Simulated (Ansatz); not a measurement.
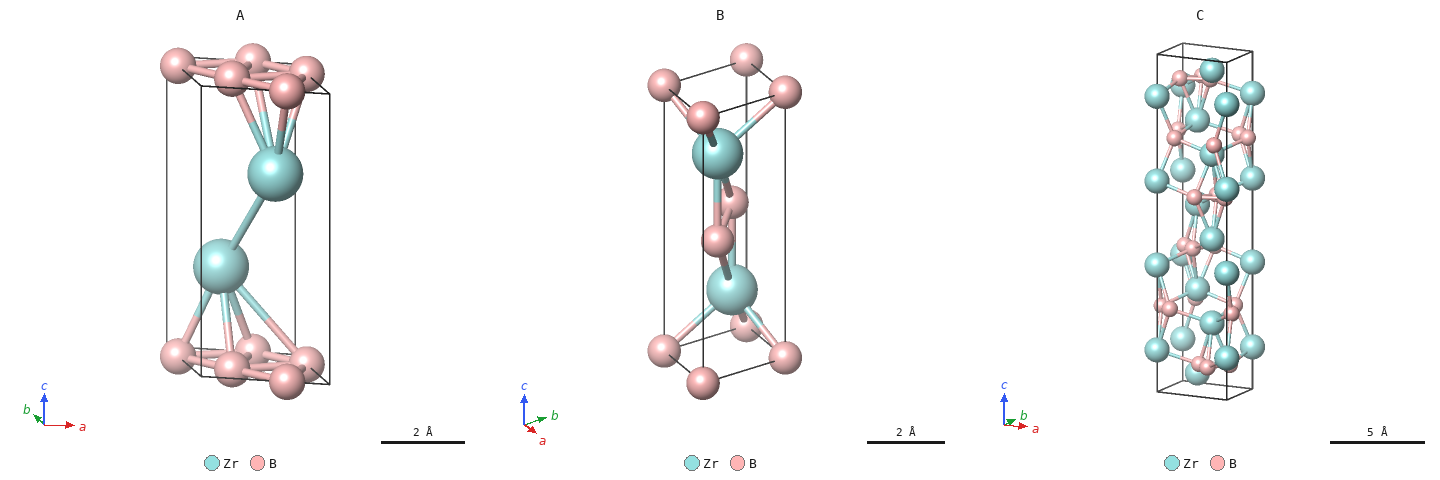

Three structures of Zr₂B₃, each relaxed to rest (conventional cells in solid outline, small ones repeated, each panel with its own scale). Method: Ansatz, DFT PBE, scalar-relativistic, plane waves, PAW, without spin polarisation.

Name the structure in each panel.

Answer. A: 5 atoms a cell on a primitive hexagonal lattice, P321; B: 5 atoms a cell on a primitive hexagonal lattice, P-3m1; C: 30 atoms a cell on a rhombohedral (trigonal R) lattice, R-3c.

Rank them by energy, lowest first.

Answer. C, then B (+51 meV/atom) and A (+632 meV/atom), energies at zero smearing.

Collect the results in a table.

Answer.
| panel | structure | E − E(lowest) (meV/atom) | volume (Å³/atom) | gap (eV) |
| --- | --- | --- | --- | --- |
| C | R-3c | 0 | 14.7 | metal |
| B | P-3m1 | 51 | 13.2 | metal |
| A | P321 | 632 | 12.9 | metal |

Some of these may be structure types tried for this composition rather than known phases, and the most stable form need not be among them. Gaps are taken on the k-mesh or band path of each run.
